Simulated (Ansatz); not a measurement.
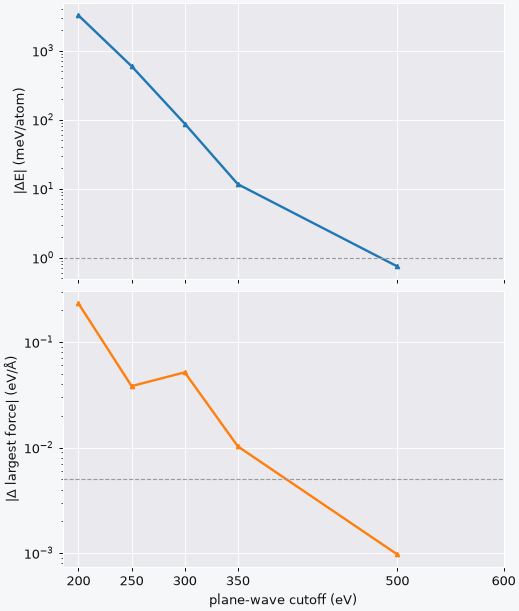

Scan of the plane-wave cutoff (density cutoff scaled with it).
The run: Al₂Ru (P1, 6 atoms in the cell), by Ansatz 0.2.0, DFT r2SCAN, scalar-relativistic, plane waves, PAW; 8×8×8 k-mesh, Gaussian smearing of 0.01 eV.
ΔE is the free energy less its value at the largest setting, 600 eV.
Dashed lines or grey bands mark the tolerance: 1 meV/atom and 0.005 eV/Å.
The atoms sit off their equilibrium sites.

Question: What is enough for the free energy to 1 meV/atom?

Answer: The free energy is within 1 meV/atom of the largest setting's value from 500 eV on. It is off by 3200 meV/atom at 200 eV, 88 meV/atom at 300 eV and 12 meV/atom at 350 eV (always above it). The smaller bases give higher energies, which fall towards the limit as the basis grows.

Question: How does the largest force behave (tolerance 0.005 eV/Å)?

Answer: The largest force is within 0.005 eV/Å of the largest setting's value from 500 eV on. It is off by 0.23 eV/Å at 200 eV, 0.052 eV/Å at 300 eV and 0.01 eV/Å at 350 eV (always above it).
